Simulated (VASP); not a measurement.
## Run report: Cu₂O, geometry relaxation (part 1 of 2)

The run: geometry relaxation of Cu₂O (Pn-3m, 6 atoms in the cell). Method and program: Kohn-Sham DFT of a periodic cell, PBEsol, VASP PAW PBE potentials, recommended, no spin polarisation (VASP 6.6.1).

The structure derives from an entry of the Crystallography Open Database.

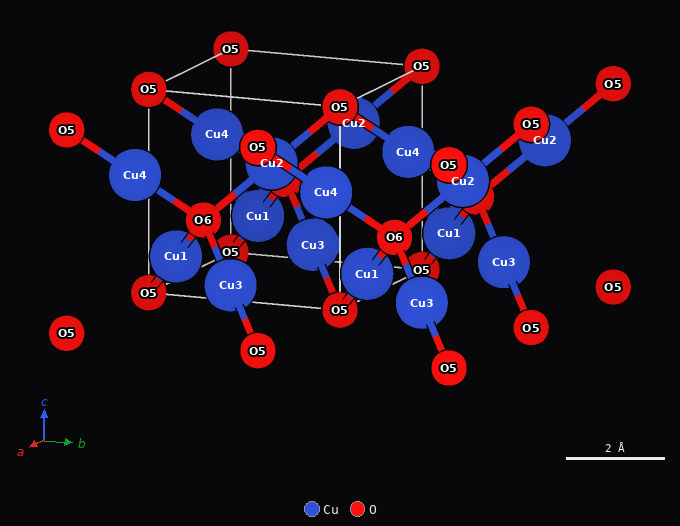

**Figure 1.** The input geometry (ball-and-stick view of the cell of the calculation, repeated 2 × 2 × 1, seen slightly off an axis; atoms are numbered from 1 in the order of the input). An atom can appear more than once, as a periodic image.

### Key numbers

| quantity | value |
| --- | --- |
| outcome | converged |
| space group (tolerance 0.01 Å) | Pn-3m (224) |
| electrons treated | 56 |
| free energy | −29.9724 eV |
| gap on the k-point mesh | 0.55 eV |
| pressure | 0.04 GPa |
| final volume | 75.75 Å³ |
| largest force (length of the vector) at the end | under 0.001 eV/Å |
| final cell | a = 4.231 Å, b = 4.231 Å, c = 4.231 Å, α = 90.00°, β = 90.00°, γ = 90.00° |
| hardware | 2 threads of Intel Xeon (Granite Rapids), 360 GiB of memory available, shared host |
| wall time | 36 s (CPU time 71 s) |
| peak memory | 0.22 GiB |

### INCAR
```
SYSTEM = Cu2O
PREC = Accurate ; ENCUT = 600
EDIFF = 1E-6 ; ISMEAR = 0
SIGMA = 0.03 ; LREAL = .False.
LASPH = .True. ; NELM = 80
ALGO = Normal ; ISIF = 3
LWAVE = .False. ; LCHARG = .False.
GGA = PS ; IBRION = 2
NSW = 90 ; EDIFFG = -0.01
KPAR = 2
```

### KPOINTS
```
regular mesh
0
Gamma
  6 6 6
  0 0 0
```

### POSCAR
```
Cu2O
1.0
    4.2600000000      0.0000000000      0.0000000000
    0.0000000000      4.2600000000      0.0000000000
    0.0000000000      0.0000000000      4.2600000000
Cu O
4 2
Direct
    0.2500000000      0.2500000000      0.2500000000
    0.2500000000      0.7500000000      0.7500000000
    0.7500000000      0.7500000000      0.2500000000
    0.7500000000      0.2500000000      0.7500000000
    0.0000000000      0.0000000000      0.0000000000
    0.5000000000      0.5000000000      0.5000000000
```

Run as:
```bash
cat potpaw_PBE.64/Cu/POTCAR potpaw_PBE.64/O/POTCAR > POTCAR
mpirun -np 2 vasp_std > vasp.out
```

### OSZICAR
```
N       E                     dE             d eps       ncg     rms          rms(c)
DAV:   1     0.543388590501E+03    0.54339E+03   -0.28038E+04  1320   0.295E+03
DAV:   2     0.592684375634E+02   -0.48412E+03   -0.47254E+03  1322   0.503E+02
DAV:   3    -0.301862077462E+02   -0.89455E+02   -0.86864E+02  1901   0.239E+02
DAV:   4    -0.361630175765E+02   -0.59768E+01   -0.59048E+01  2021   0.691E+01
DAV:   5    -0.362360611516E+02   -0.73044E-01   -0.72942E-01  1924   0.964E+00    0.193E+01
DAV:   6    -0.338814521330E+02    0.23546E+01   -0.78009E+01  1858   0.165E+02    0.135E+01
DAV:   7    -0.298821675296E+02    0.39993E+01   -0.17771E+01  1780   0.104E+02    0.333E+00
DAV:   8    -0.300000940324E+02   -0.11793E+00   -0.23119E+00  1845   0.105E+01    0.159E+00
DAV:   9    -0.299712395110E+02    0.28855E-01   -0.12746E-01  2025   0.471E+00    0.809E-01
DAV:  10    -0.299613107155E+02    0.99288E-02   -0.67301E-02  1896   0.478E+00    0.274E-01
DAV:  11    -0.299600260435E+02    0.12847E-02   -0.83222E-03  2135   0.119E+00    0.573E-02
DAV:  12    -0.299599918486E+02    0.34195E-04   -0.75829E-04  1809   0.285E-01    0.301E-02
DAV:  13    -0.299599912526E+02    0.59598E-06   -0.23780E-04  1909   0.195E-01    0.156E-02
DAV:  14    -0.299599884391E+02    0.28135E-05   -0.19905E-05  1754   0.835E-02    0.589E-03
DAV:  15    -0.299599879399E+02    0.49919E-06   -0.43813E-07   758   0.139E-02
   1 F= -.29959988E+02 E0= -.29959988E+02  d E =-.299600E+02
       N       E                     dE             d eps       ncg     rms          rms(c)
DAV:   1    -0.309310103930E+02   -0.97102E+00   -0.15128E+01  1603   0.646E+01    0.816E+00
DAV:   2    -0.304101753038E+02    0.52084E+00   -0.10608E+01  1626   0.617E+01    0.391E+00
DAV:   3    -0.299915605639E+02    0.41861E+00   -0.20855E+00  1704   0.327E+01    0.115E+00
DAV:   4    -0.299789021704E+02    0.12658E-01   -0.65492E-02  1924   0.256E+00    0.707E-01
DAV:   5    -0.299739661303E+02    0.49360E-02   -0.41853E-02  2218   0.377E+00    0.444E-01
DAV:   6    -0.299699144698E+02    0.40517E-02   -0.15878E-02  2092   0.198E+00    0.993E-02
DAV:   7    -0.299699239308E+02   -0.94610E-05   -0.21223E-03  1919   0.302E-01    0.228E-02
DAV:   8    -0.299699218054E+02    0.21254E-05   -0.90661E-05  1968   0.758E-02    0.936E-03
DAV:   9    -0.299699197453E+02    0.20602E-05   -0.82174E-06  1334   0.341E-02    0.160E-03
DAV:  10    -0.299699198502E+02   -0.10494E-06   -0.10769E-06   763   0.102E-02
   2 F= -.29969920E+02 E0= -.29969920E+02  d E =-.993191E-02
       N       E                     dE             d eps       ncg     rms          rms(c)
DAV:   1    -0.300596840800E+02   -0.89764E-01   -0.14333E+00  1576   0.206E+01    0.239E+00
DAV:   2    -0.300045686290E+02    0.55115E-01   -0.87229E-01  1647   0.176E+01    0.104E+00
DAV:   3    -0.299751921202E+02    0.29377E-01   -0.16579E-01  1692   0.879E+00    0.399E-01
DAV:   4    -0.299733118301E+02    0.18803E-02   -0.35422E-03  1926   0.103E+00    0.213E-01
DAV:   5    -0.299725761392E+02    0.73569E-03   -0.20318E-03  2256   0.864E-01    0.835E-02
DAV:   6    -0.299724393895E+02    0.13675E-03   -0.70819E-04  2140   0.354E-01    0.136E-02
DAV:   7    -0.299724438602E+02   -0.44707E-05   -0.64545E-05  1697   0.515E-02    0.580E-03
DAV:   8    -0.299724447442E+02   -0.88403E-06   -0.15208E-06   918   0.146E-02
   3 F= -.29972445E+02 E0= -.29972445E+02  d E =-.124568E-01
```

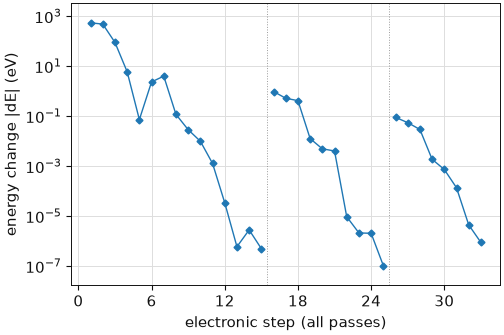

**Figure 2.** Convergence of the self-consistent field: energy change |dE| against the electronic step. Each stretch between dotted lines is the SCF of one geometry step of a relaxation. The 3 ionic steps take 8 to 15 electronic steps each. The density is held fixed in the first few steps, and dE rises again when its update begins.

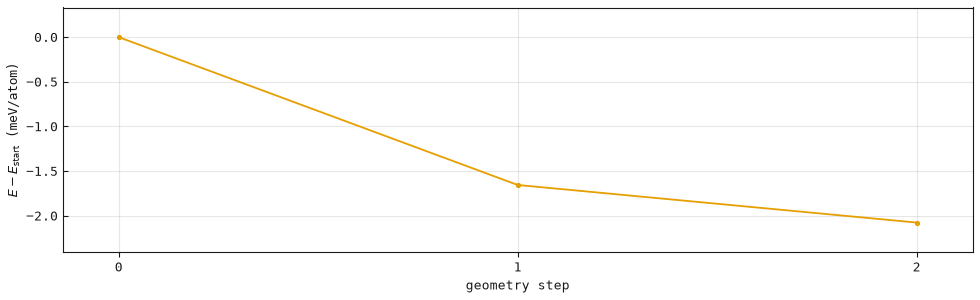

**Figure 3.** Progress of the relaxation, step by step (steps are counted from 0).

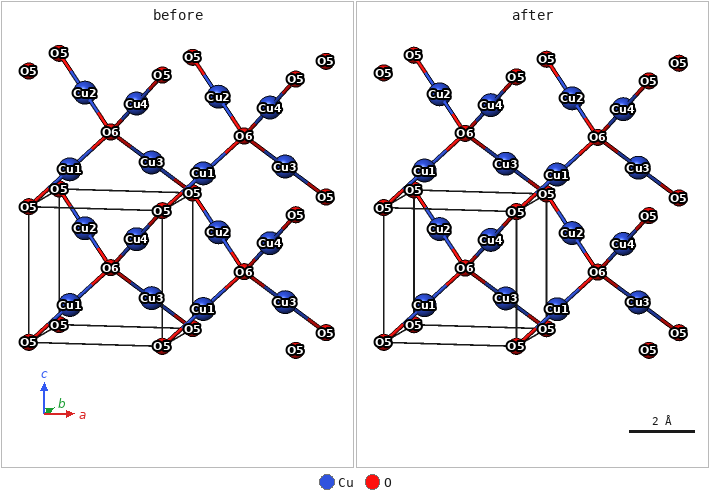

**Figure 4.** Before (left) and after (right) the relaxation, at one scale (ball-and-stick view of the cell of the calculation, repeated 2 × 1 × 2, seen slightly off an axis). After 2 geometry steps the energy has fallen by 2.1 meV per atom. All forces vanish by symmetry, so only the cell relaxes. The atoms keep their places relative to the cell (all moves are under 0.005 Å). The volume changes by −2.0 %, with a = b = c 4.260 → 4.231 Å (−0.7 %). Distances before and after: Cu1–O5 1.845 → 1.832 Å. The space group stays Pn-3m (No. 224). (Atoms are counted from 1 in the order of the input.)

### Parts of OUTCAR
```
SYSTEM = Cu2O
   PREC = Accurate
   ENCUT = 600
   EDIFF = 1E-6
   ISMEAR = 0
   LREAL = .False.
   LASPH = .True.
   NELM = 80
   ISIF = 3
   GGA = PS
   IBRION = 2
   NSW = 90
   EDIFFG = -0.01

 ion  position               nearest neighbor table
   1  0.250  0.250  0.250-   5 1.84   6 1.84
   2  0.250  0.750  0.750-   5 1.84   6 1.84
   3  0.750  0.750  0.250-   5 1.84   6 1.84
   4  0.750  0.250  0.750-   5 1.84   6 1.84
   5  0.000  0.000  0.000-   1 1.84   2 1.84   3 1.84   4 1.84
   6  0.500  0.500  0.500-   1 1.84   2 1.84   3 1.84   4 1.84

  LATTYP: Found a simple cubic cell.
 ALAT       =     4.2600000000

  Lattice vectors:

 A1 = (   4.2600000000,   0.0000000000,   0.0000000000)
 A2 = (   0.0000000000,   4.2600000000,   0.0000000000)
 A3 = (   0.0000000000,   0.0000000000,   4.2600000000)

Analysis of symmetry for initial positions (statically):
=====================================================================
 Subroutine PRICEL returns:
 Original cell was already a primitive cell.

 Routine SETGRP: Setting up the symmetry group for a
 simple cubic supercell.

 Subroutine GETGRP returns: Found 48 space group operations
 (whereof 24 operations were pure point group operations)
 out of a pool of 48 trial point group operations.

The static configuration has the point symmetry T_d .
 The point group associated with its full space group is O_h .

Analysis of symmetry for dynamics (positions and initial velocities):
=====================================================================
 Subroutine PRICEL returns:
 Original cell was already a primitive cell.

 Routine SETGRP: Setting up the symmetry group for a
 simple cubic supercell.

 Subroutine GETGRP returns: Found 48 space group operations
 (whereof 24 operations were pure point group operations)
 out of a pool of 48 trial point group operations.

The dynamic configuration has the point symmetry T_d .
 The point group associated with its full space group is O_h .

 Subroutine INISYM returns: Found 48 space group operations
 (whereof 24 operations are pure point group operations),
 and found     1 'primitive' translations

----------------------------------------------------------------------------------------

                                     Primitive cell

  volume of cell :      77.3088

  direct lattice vectors                    reciprocal lattice vectors
     4.260000000  0.000000000  0.000000000     0.234741784  0.000000000  0.000000000
     0.000000000  4.260000000  0.000000000     0.000000000  0.234741784  0.000000000
     0.000000000  0.000000000  4.260000000     0.000000000  0.000000000  0.234741784

  length of vectors
     4.260000000  4.260000000  4.260000000     0.234741784  0.234741784  0.234741784

  position of ions in fractional coordinates (direct lattice)
     0.250000000  0.250000000  0.250000000
     0.250000000  0.750000000  0.750000000
     0.750000000  0.750000000  0.250000000
     0.750000000  0.250000000  0.750000000
     0.000000000  0.000000000  0.000000000
     0.500000000  0.500000000  0.500000000

  ion indices of the primitive-cell ions
   primitive index   ion index
                 1           1
                 2           2
                 3           3
                 4           4
                 5           5
                 6           6

----------------------------------------------------------------------------------------

 KPOINTS: regular mesh

Automatic generation of k-mesh.
 Grid dimensions read from file:
 generate k-points for:    6    6    6

 Generating k-lattice:

  Cartesian coordinates                     Fractional coordinates (reciprocal lattice)
     0.039123631  0.000000000  0.000000000     0.166666667  0.000000000  0.000000000
     0.000000000  0.039123631  0.000000000     0.000000000  0.166666667  0.000000000
     0.000000000  0.000000000  0.039123631     0.000000000  0.000000000  0.166666667

  Length of vectors
     0.039123631  0.039123631  0.039123631

  Shift w.r.t. Gamma in fractional coordinates (k-lattice)
     0.000000000  0.000000000  0.000000000

 Subroutine IBZKPT returns following result:
 ===========================================

 Found     20 irreducible k-points:

 Following reciprocal coordinates:
            Coordinates               Weight
  0.000000  0.000000  0.000000      1.000000
  0.166667  0.000000  0.000000      6.000000
  0.333333  0.000000  0.000000      6.000000
  0.500000  0.000000  0.000000      3.000000
  0.166667  0.166667  0.000000     12.000000
  0.333333  0.166667  0.000000     24.000000
  0.500000  0.166667  0.000000     12.000000
  0.333333  0.333333  0.000000     12.000000
  0.500000  0.333333  0.000000     12.000000
  0.500000  0.500000  0.000000      3.000000
  0.166667  0.166667  0.166667      8.000000
  0.333333  0.166667  0.166667     24.000000
  0.500000  0.166667  0.166667     12.000000
  0.333333  0.333333  0.166667     24.000000
  0.500000  0.333333  0.166667     24.000000
  0.500000  0.500000  0.166667      6.000000
  0.333333  0.333333  0.333333      8.000000
  0.500000  0.333333  0.333333     12.000000
  0.500000  0.500000  0.333333      6.000000
  0.500000  0.500000  0.500000      1.000000
   k-points           NKPTS =     20   k-points in BZ     NKDIM =     20   number of bands    NBANDS=     33
   number of dos      NEDOS =    301   number of ions     NIONS =      6
   total plane-waves  NPLWV =  46656
   dimension x,y,z NGX =    36 NGY =   36 NGZ =   36
   dimension x,y,z NGXF=    72 NGYF=   72 NGZF=   72
   ions per type =               4   2
   NGX,Y,Z   is equivalent  to a cutoff of  14.05, 14.05, 14.05 a.u.
   NGXF,Y,Z  is equivalent  to a cutoff of  28.10, 28.10, 28.10 a.u.
 SYSTEM =  Cu2O
   PREC   = accura    normal or accurate (medium, high low for compatibility)
   ISTART =      0    job   : 0-new  1-cont  2-samecut
   ICHARG =      2    charge: 1-file 2-atom 10-const
   ISPIN  =      1    spin polarized calculation?
   LNONCOLLINEAR =      F non collinear calculations
   LSORBIT =      F    spin-orbit coupling
   LASPH  =      T    aspherical Exc in radial PAW
   ENCUT  =  600.0 eV  44.10 Ry    6.64 a.u.   8.51  8.51  8.51*2*pi/ulx,y,z
   NELM   =     80;   NELMIN=  2; NELMDL= -5     # of ELM steps
   EDIFF  = 0.1E-05   stopping-criterion for ELM
   LREAL  =      F    real-space projection
   EDIFFG = -.1E-01   stopping-criterion for IOM
   NSW    =     90    number of steps for IOM
   IBRION =      2    ionic relax: 0-MD 1-quasi-New 2-CG
   NFREE  =      1    steps in history (QN), initial steepest desc. (CG)
   ISIF   =      3    stress and relaxation
   ISYM   =      2    0-nonsym 1-usesym 2-fastsym
   POTIM  = 0.5000    time-step for ionic-motion
   TEBEG  =    0.0;   TEEND  =   0.0 temperature during run
   PSTRESS=    0.0 pullay stress
   NELECT =      56.0000    total number of electrons
   NUPDOWN=      -1.0000    fix difference up-down
   EMIN   =  10.00;   EMAX   =-10.00  energy-range for DOS
   EFERMI =   0.00;   METHOD = LEGACY
   ISMEAR =     0;   SIGMA  =   0.03  broadening in eV -4-tet -1-fermi 0-gaus
   EFERMI_NEDOS =   21; number of points for ismear=-14 and -15
   IALGO  =     38    algorithm
   IMIX   =      4    mixing-type and parameters
     AMIX     =   0.40;   BMIX     =  1.00
     AMIX_MAG =   1.60;   BMIX_MAG =  1.00
  volume/ion in A,a.u.               =      12.88        86.95
  Fermi-wavevector in a.u.,A,eV,Ry     =   1.470261  2.778391 29.411289  2.161669
  Thomas-Fermi vector in A             =   2.585540
   LORBIT       =      0    0 simple, 1 ext, 2 COOP (PROOUT), +10 PAW based schemes
   GGA     = PS    functional components
   LHFCALC =     F    Hartree Fock is set to
   AEXX    =    0.0000 exact exchange contribution
   IVDW    =     0    specifies the selected vdW correction
   LEPSILON=     F    determine dielectric tensor
   LRPA    =     F    only Hartree local field effects (RPA)
 conjugate gradient relaxation of ions
 non-spin polarized calculation
 Gauss-broadening in eV      SIGMA  =   0.03
  energy-cutoff  :      600.00
  volume of cell :       77.31
 maximum number of plane-waves:      2601
 NGX is ok and might be reduce to    36
   NGX = 17   NGY = 17   NGZ = 17

--------------------------------------- Ionic step        1  -------------------------------------------

 number of electron      55.9999977 magnetization

 Free energy of the ion-electron system (eV)
  ---------------------------------------------------
  ext. energy  EPLUGINS =         0.00000000
  ---------------------------------------------------
  free energy    TOTEN  =       -29.95998794 eV

  energy without entropy =      -29.95998794  energy(sigma->0) =      -29.95998794

------------------------ aborting loop because EDIFF is reached ----------------------------------------
```
